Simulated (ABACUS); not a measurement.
## CsBr: band-structure run (part 1 of 2)

The run: band-structure run of CsBr (2 atoms in the cell). Method and program: Kohn-Sham DFT of a periodic cell, PBE, PseudoDojo NC SR 0.5 PBE standard, no spin polarisation (ABACUS 3.10.1).

The structure derives from a Materials Project entry.

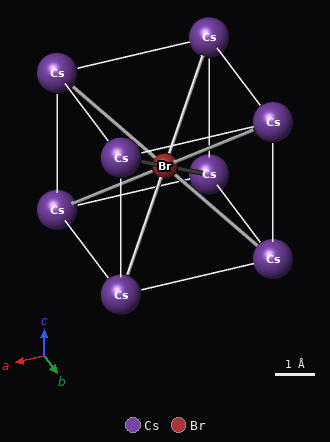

**Figure 1.** The structure as given in the input (ball-and-stick view of the cell of the calculation, seen at an oblique angle). Near neighbours in the crystal (not all of them lie inside the picture): Cs has 8 Br at 3.75 Å; Br has 8 Cs at 3.75 Å.

## Input file
```
INPUT_PARAMETERS
suffix              CsBr
calculation         scf
basis_type          pw
pseudo_dir          ./
symmetry            1
dft_functional      pbe
ecutwfc             50
pseudo_rcut         10
nspin               1
nbands              18
ks_solver           dav
smearing_method     fd
smearing_sigma      0.00367493
scf_thr             1e-08
scf_nmax            100
mixing_type         broyden
mixing_beta         0.7
cal_force           1
cal_stress          1
out_chg             1
out_pot             2
out_elf             1
```

## File STRU
```
ATOMIC_SPECIES
Cs 132.9055 Cs.upf
Br 79.9040 Br.upf

LATTICE_CONSTANT
1.8897261246

LATTICE_VECTORS
4.3256222200 0.0000000000 0.0000000000
0.0000000000 4.3256222200 0.0000000000
0.0000000000 0.0000000000 4.3256222200

ATOMIC_POSITIONS
Direct

Cs
0.0
1
0.0000000000 0.0000000000 0.0000000000 1 1 1

Br
0.0
1
0.5000000000 0.5000000000 0.5000000000 1 1 1
```

## File KPT
```
K_POINTS
0
Gamma
5 5 5 0 0 0
```

Launched with:
```bash
OMP_NUM_THREADS=1 mpirun -np 4 abacus > log
```

## Log
```
ABACUS v3.10.1

               Atomic-orbital Based Ab-initio Computation at UStc

 ------------------------------------------------------------------------------------

 READING GENERAL INFORMATION
                           global_out_dir = OUT.CsBr/
                           global_in_card = INPUT
                               pseudo_dir = ./
                              orbital_dir =
                                    DSIZE = 4
                                    GSIZE = 1

 READING UNITCELL INFORMATION
                                    ntype = 2
                  lattice constant (Bohr) = 1.88973
              lattice constant (Angstrom) = 1

 READING ATOM TYPE 1
                               atom label = Cs
                      L=0, number of zeta = 1
                      L=1, number of zeta = 1
                      L=2, number of zeta = 1
             number of atom for this type = 1

 READING ATOM TYPE 2
                               atom label = Br
                      L=0, number of zeta = 1
                      L=1, number of zeta = 1
                      L=2, number of zeta = 1
             number of atom for this type = 1

                        TOTAL ATOM NUMBER = 2
DIRECT COORDINATES
    atom                   x                   y                   z     mag                  vx                  vy                  vz
taud_Cs1            0.0000000000        0.0000000000        0.0000000000  0.0000        0.0000000000        0.0000000000        0.0000000000
taud_Br1            0.5000000000        0.5000000000        0.5000000000  0.0000        0.0000000000        0.0000000000        0.0000000000

                          Volume (Bohr^3) = 546.188
                             Volume (A^3) = 80.9367

 Lattice vectors: (Cartesian coordinate: in unit of a_0)
             +4.32562                  +0                  +0
                   +0            +4.32562                  +0
                   +0                  +0            +4.32562
 Reciprocal vectors: (Cartesian coordinate: in unit of 2 pi/a_0)
            +0.231181                  -0                  +0
                   -0           +0.231181                  -0
                   +0                  -0           +0.231181
 The esolver type has been set to : ksdft_pw

                PAO radial cut off (Bohr) = 10

 Read in pseudopotential file is Cs.upf
                     pseudopotential type = NC
          exchange-correlation functional = PBE
                 nonlocal core correction = 1
                        valence electrons = 9
                                     lmax = 3
                           number of zeta = 3
                     number of projectors = 8
                           L of projector = 0
                           L of projector = 0
                           L of projector = 1
                           L of projector = 1
                           L of projector = 2
                           L of projector = 2
                           L of projector = 3
                           L of projector = 3
                PAO radial cut off (Bohr) = 10

 Read in pseudopotential file is Br.upf
                     pseudopotential type = NC
          exchange-correlation functional = PBE
                 nonlocal core correction = 1
                        valence electrons = 7
                                     lmax = 2
                           number of zeta = 2
                     number of projectors = 6
                           L of projector = 0
                           L of projector = 0
                           L of projector = 1
                           L of projector = 1
                           L of projector = 2
                           L of projector = 2
     initial pseudo atomic orbital number = 9

 SETUP THE ELECTRONS NUMBER
            electron number of element Cs = 9
      total electron number of element Cs = 9
            electron number of element Br = 7
      total electron number of element Br = 7
            AUTOSET number of electrons:  = 16
                           occupied bands = 8
                                   NBANDS = 18
                                   NLOCAL = 18

%%%%%%%%%%%%%%%%%%%%%%%%%%%%%%%%%%%%%%%%%%%%%%%%%%%%%%%%%%%%%%%%%%%%%%%%%%%%%%%%%%%%%%%%%%%%%%%%%%%%%%%%%%
 Warning: the number of valence electrons in pseudopotential > 1 for Cs: [Xe] 6s1
 Pseudopotentials with additional electrons can yield (more) accurate outcomes, but may be less efficient.
 If you're confident that your chosen pseudopotential is appropriate, you can safely ignore this warning.
%%%%%%%%%%%%%%%%%%%%%%%%%%%%%%%%%%%%%%%%%%%%%%%%%%%%%%%%%%%%%%%%%%%%%%%%%%%%%%%%%%%%%%%%%%%%%%%%%%%%%%%%%%

 SETUP THE PLANE WAVE BASIS
 energy cutoff for charge/potential (unit:Ry) = 200
            fft grid for charge/potential = [ 40, 40, 40 ]
                        fft grid division = [ 1, 1, 1 ]
        big fft grid for charge/potential = [ 40, 40, 40 ]
                                     nbxx = 16000
                                     nrxx = 16000

 SETUP PLANE WAVES FOR CHARGE/POTENTIAL
                    number of plane waves = 26001
                         number of sticks = 1069

 PARALLEL PW FOR CHARGE/POTENTIAL
     PROC   COLUMNS(POT)             PW
        1            267           6501
        2            268           6500
        3            266           6500
        4            268           6500
 --------------- sum -------------------
        4           1069          26001
                            number of |g| = 281
                                  max |g| = 18.0642
                                  min |g| = 0.0534445

----------- Double Check Mixing Parameters Begin ------------
mixing_type: broyden
mixing_beta: 0.7
mixing_gg0: 1
mixing_gg0_min: 0.1
mixing_ndim: 8
----------- Double Check Mixing Parameters End ------------

 LATTICE VECTORS: (CARTESIAN COORDINATE: IN UNIT OF A0)
             +4.32562                  +0                  +0
                   +0            +4.32562                  +0
                   +0                  +0            +4.32562
                       right hand lattice = 1
                                   NORM_A = 4.32562
                                   NORM_B = 4.32562
                                   NORM_C = 4.32562
                           ALPHA (DEGREE) = 90
                           BETA  (DEGREE) = 90
                           GAMMA (DEGREE) = 90

 The lattice vectors have been changed (STRU_SIMPLE.cif)

(for optimal symmetric configuration:)
                             BRAVAIS TYPE = 1
                     BRAVAIS LATTICE NAME = 01. Cubic P (simple)
                                    ibrav = 1
                                    IBRAV = 1
                                  BRAVAIS = SIMPLE CUBIC
                       LATTICE CONSTANT A = 4.32562
Original cell was already a primitive cell.
                        ROTATION MATRICES = 48
              PURE POINT GROUP OPERATIONS = 48
                   SPACE GROUP OPERATIONS = 48
                              POINT GROUP = O_h
               POINT GROUP IN SPACE GROUP = O_h

 SETUP K-POINTS
                                    nspin = 1
                   Input type of k points = Monkhorst-Pack(Gamma)
                                   nkstot = 125
                       right hand lattice = 1
(for reciprocal lattice: )
                             BRAVAIS TYPE = 1
                     BRAVAIS LATTICE NAME = 01. Cubic P (simple)
                                    ibrav = 1
                       right hand lattice = 1
(for k-lattice: )
                             BRAVAIS TYPE = 1
                     BRAVAIS LATTICE NAME = 01. Cubic P (simple)
                                    ibrav = 1
                       right hand lattice = 1
                        ROTATION MATRICES = 48
                               nkstot_ibz = 10
K-POINTS REDUCTION ACCORDING TO SYMMETRY
     IBZ    DIRECT_X    DIRECT_Y    DIRECT_Z  WEIGHT  ibz2bz
       1  0.00000000  0.00000000  0.00000000  0.0080       0
       2  0.20000000  0.00000000  0.00000000  0.0480       1
       3  0.40000000  0.00000000  0.00000000  0.0480       2
       4  0.20000000  0.20000000  0.00000000  0.0960       6
       5  0.40000000  0.20000000  0.00000000  0.1920       7
       6  0.40000000  0.40000000  0.00000000  0.0960      12
       7  0.20000000  0.20000000  0.20000000  0.0640      31
       8  0.40000000  0.20000000  0.20000000  0.1920      32
       9  0.40000000  0.40000000  0.20000000  0.1920      37
      10  0.40000000  0.40000000  0.40000000  0.0640      62

                               nkstot now = 10
[... K-POINTS DIRECT COORDINATES: 10 rows ...]

           k-point number in this process = 10
       minimum distributed K point number = 10
[... stars of the k points ...]

[... K-POINTS CARTESIAN COORDINATES: 10 rows ...]

[... K-POINTS DIRECT COORDINATES: 10 rows ...]

 SETUP PLANE WAVES FOR WAVE FUNCTIONS
     energy cutoff for wavefunc (unit:Ry) = 50
              fft grid for wave functions = [ 40, 40, 40 ]
                    number of plane waves = 3959
                         number of sticks = 301

 PARALLEL PW FOR WAVE FUNCTIONS
     PROC   COLUMNS(POT)             PW
        1             76            990
        2             76            990
        3             74            990
        4             75            989
 --------------- sum -------------------
        4            301           3959

 SETUP NONLOCAL PSEUDOPOTENTIALS IN PLANE WAVE BASIS
 Cs non-local projectors:
 projector 1 L=0
 projector 2 L=0
 projector 3 L=1
 projector 4 L=1
 projector 5 L=2
 projector 6 L=2
 projector 7 L=3
 projector 8 L=3
 Br non-local projectors:
 projector 1 L=0
 projector 2 L=0
 projector 3 L=1
 projector 4 L=1
 projector 5 L=2
 projector 6 L=2
      TOTAL NUMBER OF NONLOCAL PROJECTORS = 50

 Init Non-Local PseudoPotential table :
 Init Non-Local-Pseudopotential done.

                                     npwx = 826

 Make real space PAO into reciprocal space.
       max mesh points in Pseudopotential = 1001
     dq(describe PAO in reciprocal space) = 0.01
                                    max q = 853

 number of pseudo atomic orbitals for Cs is 3
WARNING: norm of atomic wavefunction # 3 of atomic type Cs is 0.980742, renormalized

 number of pseudo atomic orbitals for Br is 2
WARNING: norm of atomic wavefunction # 2 of atomic type Br is 0.999998, renormalized

 -------------------------------------------
 SELF-CONSISTENT
 -------------------------------------------
                                 init_chg = atomic

 PW ALGORITHM --------------- ION=   1  ELEC=   1--------------------------------
 Notice: Threshold on eigenvalues was too large.
 hsover_error=0.16 > DRHO=0.062479
 Origin diag ethr = 0.01
 New diag ethr = 0.000390494

 Density error is 0.0617446870904
                          Error Threshold = 0.000390493994405
----------------------------------------------------------
     Energy           Rydberg                 eV
----------------------------------------------------------
 E_KohnSham     -78.4661572288       -1067.5868384751
 E_Harris       -78.2022447028       -1063.9961243487
 E_Fermi        0.3325165100         4.5241192156
----------------------------------------------------------

 PW ALGORITHM --------------- ION=   1  ELEC=   2--------------------------------

 Density error is 0.00357555652344
                          Error Threshold = 0.000385904294315
```
